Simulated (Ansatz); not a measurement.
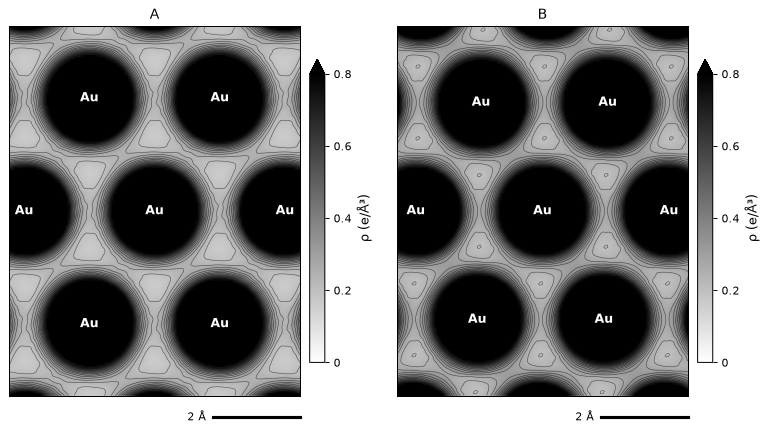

Au. The valence electron density of two cells that differ in size and shape, on the (001) plane of each (indices in the axes of the calculation cell), at one length scale and on one colour scale; one has 16.9 and the other 18.7 Å³ an atom.

Computed without spin polarisation.

Theory: Ansatz, DFT PBEsol, scalar-relativistic, plane waves, PAW.

In a PAW calculation such maps are meaningful between the atoms, not at the nuclei.

Which panel shows the smaller cell, and what does the compression change?

Answer. Panel B is the smaller cell, by 10 % in volume. From the larger cell to the smaller, Au–Au goes from 2.98 to 2.85 Å, and the density at its midpoint from 0.23 to 0.31 e/Å³; the pressure goes from −13 to 1.8 GPa.
